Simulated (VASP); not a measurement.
**Band-structure run, with input and output: SnSe (part 1 of 4)**

The run: band-structure run of SnSe (8 atoms in the cell). Method and program: Kohn-Sham DFT of a periodic cell, PBE, spin-orbit coupling, VASP PAW PBE potentials, recommended, no spin polarisation (VASP 6.6.1).

The structure derives from an entry of the Crystallography Open Database.

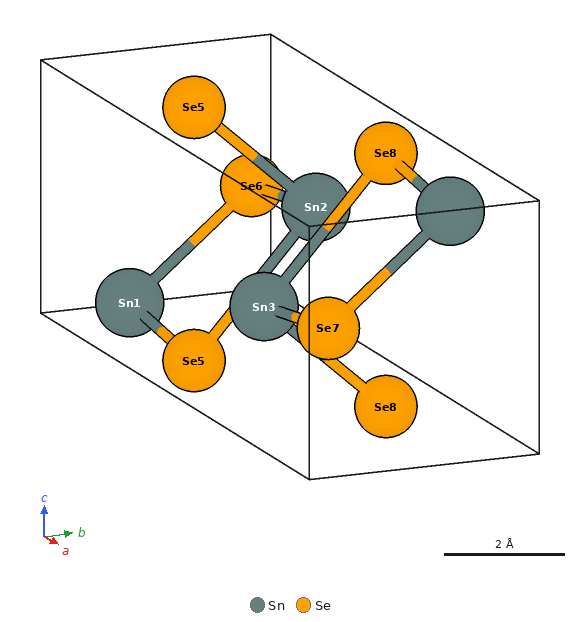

Fig. 1: The input geometry (ball-and-stick view of the cell of the calculation, seen slightly off an axis; atoms are numbered from 1 in the order of the input). An atom can appear more than once, as a periodic image.

### INCAR
```
SYSTEM = SnSe
PREC = Accurate
ENCUT = 520
EDIFF = 1E-7
ISMEAR = 0
SIGMA = 0.03
LREAL = .False.
LASPH = .True.
NELM = 80
ALGO = Fast
ISIF = 2
LWAVE = .False.
LCHARG = .False.
MAGMOM = 0 0 0 0 0 0 0 0 0 0 0 0 0 0 0 0 0 0 0 0 0 0 0 0
LORBIT = 11
LSORBIT = .True.
GGA_COMPAT = .False.
GGA = PE
NBANDS = 98
KPAR = 2
```

### KPOINTS
```
regular mesh
0
Gamma
  2 6 6
  0 0 0
```

### KPOINTS_OPT
```
explicit points
318
Reciprocal
 0.0000000000  0.0000000000  0.0000000000 1
 0.0000000000  0.0263157895  0.0000000000 1
 0.0000000000  0.0526315789  0.0000000000 1
 0.0000000000  0.0789473684  0.0000000000 1
 0.0000000000  0.1052631579  0.0000000000 1
 0.0000000000  0.1315789474  0.0000000000 1
 0.0000000000  0.1578947368  0.0000000000 1
 0.0000000000  0.1842105263  0.0000000000 1
 0.0000000000  0.2105263158  0.0000000000 1
 0.0000000000  0.2368421053  0.0000000000 1
 0.0000000000  0.2631578947  0.0000000000 1
 0.0000000000  0.2894736842  0.0000000000 1
 0.0000000000  0.3157894737  0.0000000000 1
 0.0000000000  0.3421052632  0.0000000000 1
 0.0000000000  0.3684210526  0.0000000000 1
 0.0000000000  0.3947368421  0.0000000000 1
 0.0000000000  0.4210526316  0.0000000000 1
 0.0000000000  0.4473684211  0.0000000000 1
 0.0000000000  0.4736842105  0.0000000000 1
 0.0000000000  0.5000000000  0.0000000000 1
 0.0000000000  0.5000000000  0.0000000000 1
 0.0000000000  0.5000000000  0.0263157895 1
 0.0000000000  0.5000000000  0.0526315789 1
 0.0000000000  0.5000000000  0.0789473684 1
 0.0000000000  0.5000000000  0.1052631579 1
 0.0000000000  0.5000000000  0.1315789474 1
 0.0000000000  0.5000000000  0.1578947368 1
 0.0000000000  0.5000000000  0.1842105263 1
 0.0000000000  0.5000000000  0.2105263158 1
 0.0000000000  0.5000000000  0.2368421053 1
 0.0000000000  0.5000000000  0.2631578947 1
 0.0000000000  0.5000000000  0.2894736842 1
 0.0000000000  0.5000000000  0.3157894737 1
 0.0000000000  0.5000000000  0.3421052632 1
 0.0000000000  0.5000000000  0.3684210526 1
 0.0000000000  0.5000000000  0.3947368421 1
 0.0000000000  0.5000000000  0.4210526316 1
 0.0000000000  0.5000000000  0.4473684211 1
 0.0000000000  0.5000000000  0.4736842105 1
 0.0000000000  0.5000000000  0.5000000000 1
 0.0000000000  0.5000000000  0.5000000000 1
 0.0000000000  0.4736842105  0.5000000000 1
 0.0000000000  0.4473684211  0.5000000000 1
 0.0000000000  0.4210526316  0.5000000000 1
 0.0000000000  0.3947368421  0.5000000000 1
 0.0000000000  0.3684210526  0.5000000000 1
 0.0000000000  0.3421052632  0.5000000000 1
 0.0000000000  0.3157894737  0.5000000000 1
 0.0000000000  0.2894736842  0.5000000000 1
 0.0000000000  0.2631578947  0.5000000000 1
 0.0000000000  0.2368421053  0.5000000000 1
 0.0000000000  0.2105263158  0.5000000000 1
 0.0000000000  0.1842105263  0.5000000000 1
 0.0000000000  0.1578947368  0.5000000000 1
 0.0000000000  0.1315789474  0.5000000000 1
 0.0000000000  0.1052631579  0.5000000000 1
 0.0000000000  0.0789473684  0.5000000000 1
 0.0000000000  0.0526315789  0.5000000000 1
 0.0000000000  0.0263157895  0.5000000000 1
 0.0000000000  0.0000000000  0.5000000000 1
 0.0000000000  0.0000000000  0.5000000000 1
 0.0000000000  0.0000000000  0.4736842105 1
 0.0000000000  0.0000000000  0.4473684211 1
 0.0000000000  0.0000000000  0.4210526316 1
 0.0000000000  0.0000000000  0.3947368421 1
 0.0000000000  0.0000000000  0.3684210526 1
 0.0000000000  0.0000000000  0.3421052632 1
 0.0000000000  0.0000000000  0.3157894737 1
 0.0000000000  0.0000000000  0.2894736842 1
 0.0000000000  0.0000000000  0.2631578947 1
 0.0000000000  0.0000000000  0.2368421053 1
 0.0000000000  0.0000000000  0.2105263158 1
 0.0000000000  0.0000000000  0.1842105263 1
 0.0000000000  0.0000000000  0.1578947368 1
 0.0000000000  0.0000000000  0.1315789474 1
 0.0000000000  0.0000000000  0.1052631579 1
 0.0000000000  0.0000000000  0.0789473684 1
 0.0000000000  0.0000000000  0.0526315789 1
 0.0000000000  0.0000000000  0.0263157895 1
 0.0000000000  0.0000000000  0.0000000000 1
 0.0000000000  0.0000000000  0.0000000000 1
 0.0263157895  0.0000000000  0.0000000000 1
 0.0526315789  0.0000000000  0.0000000000 1
 0.0789473684  0.0000000000  0.0000000000 1
 0.1052631579  0.0000000000  0.0000000000 1
 0.1315789474  0.0000000000  0.0000000000 1
 0.1578947368  0.0000000000  0.0000000000 1
 0.1842105263  0.0000000000  0.0000000000 1
 0.2105263158  0.0000000000  0.0000000000 1
 0.2368421053  0.0000000000  0.0000000000 1
 0.2631578947  0.0000000000  0.0000000000 1
 0.2894736842  0.0000000000  0.0000000000 1
 0.3157894737  0.0000000000  0.0000000000 1
 0.3421052632  0.0000000000  0.0000000000 1
 0.3684210526  0.0000000000  0.0000000000 1
 0.3947368421  0.0000000000  0.0000000000 1
 0.4210526316  0.0000000000  0.0000000000 1
 0.4473684211  0.0000000000  0.0000000000 1
 0.4736842105  0.0000000000  0.0000000000 1
 0.5000000000  0.0000000000  0.0000000000 1
 0.5000000000  0.0000000000  0.0000000000 1
 0.5000000000  0.0263157895  0.0000000000 1
 0.5000000000  0.0526315789  0.0000000000 1
 0.5000000000  0.0789473684  0.0000000000 1
 0.5000000000  0.1052631579  0.0000000000 1
 0.5000000000  0.1315789474  0.0000000000 1
 0.5000000000  0.1578947368  0.0000000000 1
 0.5000000000  0.1842105263  0.0000000000 1
 0.5000000000  0.2105263158  0.0000000000 1
 0.5000000000  0.2368421053  0.0000000000 1
 0.5000000000  0.2631578947  0.0000000000 1
 0.5000000000  0.2894736842  0.0000000000 1
 0.5000000000  0.3157894737  0.0000000000 1
 0.5000000000  0.3421052632  0.0000000000 1
 0.5000000000  0.3684210526  0.0000000000 1
 0.5000000000  0.3947368421  0.0000000000 1
 0.5000000000  0.4210526316  0.0000000000 1
 0.5000000000  0.4473684211  0.0000000000 1
 0.5000000000  0.4736842105  0.0000000000 1
 0.5000000000  0.5000000000  0.0000000000 1
 0.5000000000  0.5000000000  0.0000000000 1
 0.5000000000  0.5000000000  0.0263157895 1
 0.5000000000  0.5000000000  0.0526315789 1
 0.5000000000  0.5000000000  0.0789473684 1
 0.5000000000  0.5000000000  0.1052631579 1
 0.5000000000  0.5000000000  0.1315789474 1
 0.5000000000  0.5000000000  0.1578947368 1
 0.5000000000  0.5000000000  0.1842105263 1
 0.5000000000  0.5000000000  0.2105263158 1
 0.5000000000  0.5000000000  0.2368421053 1
 0.5000000000  0.5000000000  0.2631578947 1
 0.5000000000  0.5000000000  0.2894736842 1
 0.5000000000  0.5000000000  0.3157894737 1
 0.5000000000  0.5000000000  0.3421052632 1
 0.5000000000  0.5000000000  0.3684210526 1
 0.5000000000  0.5000000000  0.3947368421 1
 0.5000000000  0.5000000000  0.4210526316 1
 0.5000000000  0.5000000000  0.4473684211 1
 0.5000000000  0.5000000000  0.4736842105 1
 0.5000000000  0.5000000000  0.5000000000 1
 0.5000000000  0.5000000000  0.5000000000 1
 0.5000000000  0.4736842105  0.5000000000 1
 0.5000000000  0.4473684211  0.5000000000 1
 0.5000000000  0.4210526316  0.5000000000 1
 0.5000000000  0.3947368421  0.5000000000 1
 0.5000000000  0.3684210526  0.5000000000 1
 0.5000000000  0.3421052632  0.5000000000 1
 0.5000000000  0.3157894737  0.5000000000 1
 0.5000000000  0.2894736842  0.5000000000 1
 0.5000000000  0.2631578947  0.5000000000 1
 0.5000000000  0.2368421053  0.5000000000 1
 0.5000000000  0.2105263158  0.5000000000 1
 0.5000000000  0.1842105263  0.5000000000 1
 0.5000000000  0.1578947368  0.5000000000 1
 0.5000000000  0.1315789474  0.5000000000 1
 0.5000000000  0.1052631579  0.5000000000 1
 0.5000000000  0.0789473684  0.5000000000 1
 0.5000000000  0.0526315789  0.5000000000 1
 0.5000000000  0.0263157895  0.5000000000 1
 0.5000000000  0.0000000000  0.5000000000 1
 0.5000000000  0.0000000000  0.5000000000 1
 0.5000000000  0.0000000000  0.4736842105 1
 0.5000000000  0.0000000000  0.4473684211 1
 0.5000000000  0.0000000000  0.4210526316 1
 0.5000000000  0.0000000000  0.3947368421 1
 0.5000000000  0.0000000000  0.3684210526 1
 0.5000000000  0.0000000000  0.3421052632 1
 0.5000000000  0.0000000000  0.3157894737 1
 0.5000000000  0.0000000000  0.2894736842 1
 0.5000000000  0.0000000000  0.2631578947 1
 0.5000000000  0.0000000000  0.2368421053 1
 0.5000000000  0.0000000000  0.2105263158 1
 0.5000000000  0.0000000000  0.1842105263 1
 0.5000000000  0.0000000000  0.1578947368 1
 0.5000000000  0.0000000000  0.1315789474 1
 0.5000000000  0.0000000000  0.1052631579 1
 0.5000000000  0.0000000000  0.0789473684 1
 0.5000000000  0.0000000000  0.0526315789 1
 0.5000000000  0.0000000000  0.0263157895 1
 0.5000000000  0.0000000000  0.0000000000 1
 0.0000000000  0.0000000000  0.5000000000 1
 0.0263157895  0.0000000000  0.5000000000 1
 0.0526315789  0.0000000000  0.5000000000 1
 0.0789473684  0.0000000000  0.5000000000 1
 0.1052631579  0.0000000000  0.5000000000 1
 0.1315789474  0.0000000000  0.5000000000 1
 0.1578947368  0.0000000000  0.5000000000 1
 0.1842105263  0.0000000000  0.5000000000 1
 0.2105263158  0.0000000000  0.5000000000 1
 0.2368421053  0.0000000000  0.5000000000 1
 0.2631578947  0.0000000000  0.5000000000 1
 0.2894736842  0.0000000000  0.5000000000 1
 0.3157894737  0.0000000000  0.5000000000 1
 0.3421052632  0.0000000000  0.5000000000 1
 0.3684210526  0.0000000000  0.5000000000 1
 0.3947368421  0.0000000000  0.5000000000 1
 0.4210526316  0.0000000000  0.5000000000 1
 0.4473684211  0.0000000000  0.5000000000 1
 0.4736842105  0.0000000000  0.5000000000 1
 0.5000000000  0.0000000000  0.5000000000 1
 0.5000000000  0.5000000000  0.0000000000 1
 0.4736842105  0.5000000000  0.0000000000 1
 0.4473684211  0.5000000000  0.0000000000 1
 0.4210526316  0.5000000000  0.0000000000 1
 0.3947368421  0.5000000000  0.0000000000 1
 0.3684210526  0.5000000000  0.0000000000 1
 0.3421052632  0.5000000000  0.0000000000 1
 0.3157894737  0.5000000000  0.0000000000 1
 0.2894736842  0.5000000000  0.0000000000 1
 0.2631578947  0.5000000000  0.0000000000 1
 0.2368421053  0.5000000000  0.0000000000 1
 0.2105263158  0.5000000000  0.0000000000 1
 0.1842105263  0.5000000000  0.0000000000 1
 0.1578947368  0.5000000000  0.0000000000 1
 0.1315789474  0.5000000000  0.0000000000 1
 0.1052631579  0.5000000000  0.0000000000 1
 0.0789473684  0.5000000000  0.0000000000 1
 0.0526315789  0.5000000000  0.0000000000 1
 0.0263157895  0.5000000000  0.0000000000 1
 0.0000000000  0.5000000000  0.0000000000 1
 0.0000000000  0.5000000000  0.5000000000 1
 0.0263157895  0.5000000000  0.5000000000 1
 0.0526315789  0.5000000000  0.5000000000 1
 0.0789473684  0.5000000000  0.5000000000 1
 0.1052631579  0.5000000000  0.5000000000 1
 0.1315789474  0.5000000000  0.5000000000 1
 0.1578947368  0.5000000000  0.5000000000 1
 0.1842105263  0.5000000000  0.5000000000 1
 0.2105263158  0.5000000000  0.5000000000 1
 0.2368421053  0.5000000000  0.5000000000 1
 0.2631578947  0.5000000000  0.5000000000 1
 0.2894736842  0.5000000000  0.5000000000 1
 0.3157894737  0.5000000000  0.5000000000 1
 0.3421052632  0.5000000000  0.5000000000 1
 0.3684210526  0.5000000000  0.5000000000 1
 0.3947368421  0.5000000000  0.5000000000 1
 0.4210526316  0.5000000000  0.5000000000 1
 0.4473684211  0.5000000000  0.5000000000 1
 0.4736842105  0.5000000000  0.5000000000 1
 0.5000000000  0.5000000000  0.5000000000 1
 0.0000000000  0.0000000000  0.0000000000 1
 0.0218105900  0.0000000000  0.0000000000 1
-0.0218105900  0.0000000000  0.0000000000 1
 0.0636142300  0.0000000000  0.0000000000 1
-0.0636142300  0.0000000000  0.0000000000 1
 0.0000000000  0.0080023100  0.0000000000 1
 0.0000000000 -0.0080023100  0.0000000000 1
 0.0000000000  0.0233400700  0.0000000000 1
 0.0000000000 -0.0233400700  0.0000000000 1
 0.0000000000  0.0000000000  0.0085179700 1
 0.0000000000  0.0000000000 -0.0085179700 1
 0.0000000000  0.0000000000  0.0248440900 1
 0.0000000000  0.0000000000 -0.0248440900 1
 0.5000000000  0.5000000000  0.5000000000 1
 0.5218105900  0.5000000000  0.5000000000 1
 0.4781894100  0.5000000000  0.5000000000 1
 0.5636142300  0.5000000000  0.5000000000 1
 0.4363857700  0.5000000000  0.5000000000 1
 0.5000000000  0.5080023100  0.5000000000 1
 0.5000000000  0.4919976900  0.5000000000 1
 0.5000000000  0.5233400700  0.5000000000 1
 0.5000000000  0.4766599300  0.5000000000 1
 0.5000000000  0.5000000000  0.5085179700 1
 0.5000000000  0.5000000000  0.4914820300 1
 0.5000000000  0.5000000000  0.5248440900 1
 0.5000000000  0.5000000000  0.4751559100 1
 0.0000000000  0.5000000000  0.5000000000 1
 0.0218105900  0.5000000000  0.5000000000 1
-0.0218105900  0.5000000000  0.5000000000 1
 0.0636142300  0.5000000000  0.5000000000 1
-0.0636142300  0.5000000000  0.5000000000 1
 0.0000000000  0.5080023100  0.5000000000 1
 0.0000000000  0.4919976900  0.5000000000 1
 0.0000000000  0.5233400700  0.5000000000 1
 0.0000000000  0.4766599300  0.5000000000 1
 0.0000000000  0.5000000000  0.5085179700 1
 0.0000000000  0.5000000000  0.4914820300 1
 0.0000000000  0.5000000000  0.5248440900 1
 0.0000000000  0.5000000000  0.4751559100 1
 0.5000000000  0.0000000000  0.5000000000 1
 0.5218105900  0.0000000000  0.5000000000 1
 0.4781894100  0.0000000000  0.5000000000 1
 0.5636142300  0.0000000000  0.5000000000 1
 0.4363857700  0.0000000000  0.5000000000 1
 0.5000000000  0.0080023100  0.5000000000 1
 0.5000000000 -0.0080023100  0.5000000000 1
 0.5000000000  0.0233400700  0.5000000000 1
 0.5000000000 -0.0233400700  0.5000000000 1
 0.5000000000  0.0000000000  0.5085179700 1
 0.5000000000  0.0000000000  0.4914820300 1
 0.5000000000  0.0000000000  0.5248440900 1
 0.5000000000  0.0000000000  0.4751559100 1
 0.5000000000  0.5000000000  0.0000000000 1
 0.5218105900  0.5000000000  0.0000000000 1
 0.4781894100  0.5000000000  0.0000000000 1
 0.5636142300  0.5000000000  0.0000000000 1
 0.4363857700  0.5000000000  0.0000000000 1
 0.5000000000  0.5080023100  0.0000000000 1
 0.5000000000  0.4919976900  0.0000000000 1
 0.5000000000  0.5233400700  0.0000000000 1
 0.5000000000  0.4766599300  0.0000000000 1
 0.5000000000  0.5000000000  0.0085179700 1
 0.5000000000  0.5000000000 -0.0085179700 1
 0.5000000000  0.5000000000  0.0248440900 1
 0.5000000000  0.5000000000 -0.0248440900 1
 0.0000000000  0.5000000000  0.0000000000 1
 0.0218105900  0.5000000000  0.0000000000 1
-0.0218105900  0.5000000000  0.0000000000 1
 0.0636142300  0.5000000000  0.0000000000 1
-0.0636142300  0.5000000000  0.0000000000 1
 0.0000000000  0.5080023100  0.0000000000 1
 0.0000000000  0.4919976900  0.0000000000 1
 0.0000000000  0.5233400700  0.0000000000 1
 0.0000000000  0.4766599300  0.0000000000 1
 0.0000000000  0.5000000000  0.0085179700 1
 0.0000000000  0.5000000000 -0.0085179700 1
 0.0000000000  0.5000000000  0.0248440900 1
 0.0000000000  0.5000000000 -0.0248440900 1
```

### POSCAR
```
SnSe                                    
1.0
   11.4864948094      0.0000000000      0.0000000000
    0.0000000000      4.1722136735      0.0000000000
    0.0000000000     -0.0000000000      4.3796772134
  Sn              Se            
     4     4
Direct
     0.1176302908647919    0.2500000000000000    0.0931652734676234
     0.3823697091352080    0.7500000000000000    0.5931652734676235
     0.6176302908647916    0.2500000000000000    0.4068347265323766
     0.8823697091352084    0.7500000000000000    0.9068347265323765
     0.3570262768418762    0.2500000000000000    0.0220175693999826
     0.1429737231581238    0.7500000000000000    0.5220175693999826
     0.8570262768418760    0.2500000000000000    0.4779824306000175
     0.6429737231581240    0.7500000000000000    0.9779824306000174
```

Run on 2 threads of Intel Xeon (Granite Rapids), 192 GiB of memory available, shared host.

Run as:
```bash
cat potpaw_PBE.64/Sn_d/POTCAR potpaw_PBE.64/Se/POTCAR > POTCAR
mpirun -np 2 vasp_ncl > vasp.out
```

### OSZICAR
```
N       E                     dE             d eps       ncg     rms          rms(c)
DAV:   1     0.100619408992E+04    0.10062E+04   -0.34714E+04  6748   0.213E+03
DAV:   2     0.177856043050E+03   -0.82834E+03   -0.80348E+03  6272   0.648E+02
DAV:   3    -0.131327113026E+02   -0.19099E+03   -0.18061E+03  7002   0.234E+02
DAV:   4    -0.329157785098E+02   -0.19783E+02   -0.19145E+02  7462   0.730E+01
DAV:   5    -0.336942469976E+02   -0.77847E+00   -0.76895E+00  7308   0.146E+01    0.658E+00
RMM:   6    -0.330001346295E+02    0.69411E+00   -0.12368E+00  7674   0.455E+00    0.393E+00
RMM:   7    -0.330075805552E+02   -0.74459E-02   -0.98692E-01  8545   0.303E+00    0.178E+00
RMM:   8    -0.330026730085E+02    0.49075E-02   -0.11531E-01  8839   0.177E+00    0.901E-01
RMM:   9    -0.330010409450E+02    0.16321E-02   -0.53286E-02  8424   0.109E+00    0.231E-01
RMM:  10    -0.330004352288E+02    0.60572E-03   -0.21750E-02  8632   0.757E-01    0.150E-01
[... 109 further cycles ...]
DAV:   2    -0.852188846371E+04   -0.24988E+05     5880
DAV:   3    -0.140085585627E+05   -0.54867E+04     6566
DAV:   4    -0.146175181609E+05   -0.60896E+03     6798
DAV:   5    -0.146447034031E+05   -0.27185E+02     7002
DAV:   6    -0.146459426892E+05   -0.12393E+01     7348
DAV:   7    -0.146459839115E+05   -0.41222E-01     8686
DAV:   8    -0.146459847766E+05   -0.86514E-03     8154
DAV:   9    -0.146459847982E+05   -0.21545E-04     8834
DAV:  10    -0.146459847988E+05   -0.64757E-06     4730
DAV:  11    -0.146459847988E+05   -0.47345E-07     4448
```

### Parts of OUTCAR
```
SYSTEM = SnSe
   PREC = Accurate
   ENCUT = 520
   EDIFF = 1E-7
   ISMEAR = 0
   LREAL = .False.
   LASPH = .True.
   NELM = 80
   ISIF = 2
   LORBIT = 11
   LSORBIT = .True.
   GGA = PE

 ion  position               nearest neighbor table
   1  0.118  0.250  0.093-   5 2.77   6 2.82   6 2.82   6 3.27   6 3.27   4 3.51   4 3.51
   2  0.382  0.750  0.593-   6 2.77   5 2.82   5 2.82   5 3.27   5 3.27   3 3.51   3 3.51
   3  0.618  0.250  0.407-   7 2.77   8 2.82   8 2.82   8 3.27   8 3.27   2 3.51   2 3.51
   4  0.882  0.750  0.907-   8 2.77   7 2.82   7 2.82   7 3.27   7 3.27   1 3.51   1 3.51
   5  0.357  0.250  0.022-   1 2.77   2 2.82   2 2.82   2 3.27   2 3.27
   6  0.143  0.750  0.522-   2 2.77   1 2.82   1 2.82   1 3.27   1 3.27
   7  0.857  0.250  0.478-   3 2.77   4 2.82   4 2.82   4 3.27   4 3.27
   8  0.643  0.750  0.978-   4 2.77   3 2.82   3 2.82   3 3.27   3 3.27

  LATTYP: Found a simple orthorhombic cell.
 ALAT       =     4.1722136735
 B/A-ratio  =     1.0497250515
 C/A-ratio  =     2.7530936113

  Lattice vectors:

 A1 = (   0.0000000000,   4.1722136735,   0.0000000000)
 A2 = (   0.0000000000,   0.0000000000,   4.3796772134)
 A3 = (  11.4864948094,   0.0000000000,   0.0000000000)

Analysis of symmetry for initial positions (statically):
=====================================================================
 Subroutine PRICEL returns:
 Original cell was already a primitive cell.

 Routine SETGRP: Setting up the symmetry group for a
 simple orthorhombic supercell.

 Subroutine GETGRP returns: Found  8 space group operations
 (whereof  2 operations were pure point group operations)
 out of a pool of  8 trial point group operations.

The static configuration has the point symmetry S_2 .
 The point group associated with its full space group is D_2h.

Analysis of symmetry for dynamics (positions and initial velocities):
=====================================================================
 Subroutine PRICEL returns:
 Original cell was already a primitive cell.

 Routine SETGRP: Setting up the symmetry group for a
 simple orthorhombic supercell.

 Subroutine GETGRP returns: Found  8 space group operations
 (whereof  2 operations were pure point group operations)
 out of a pool of  8 trial point group operations.

The dynamic configuration has the point symmetry S_2 .
 The point group associated with its full space group is D_2h.

Analysis of structural, dynamic, and magnetic symmetry:
=====================================================================
 Subroutine PRICEL returns:
 Original cell was already a primitive cell.

 Routine SETGRP: Setting up the symmetry group for a
 simple orthorhombic supercell.

 Subroutine GETGRP returns: Found  8 space group operations
 (whereof  2 operations were pure point group operations)
 out of a pool of  8 trial point group operations.

The overall configuration has the point symmetry S_2 .
 The point group associated with its full space group is D_2h.

 Subroutine INISYM returns: Found  8 space group operations
 (whereof  2 operations are pure point group operations),
 and found     1 'primitive' translations

----------------------------------------------------------------------------------------

                                     Primitive cell

  volume of cell :     209.8921
```
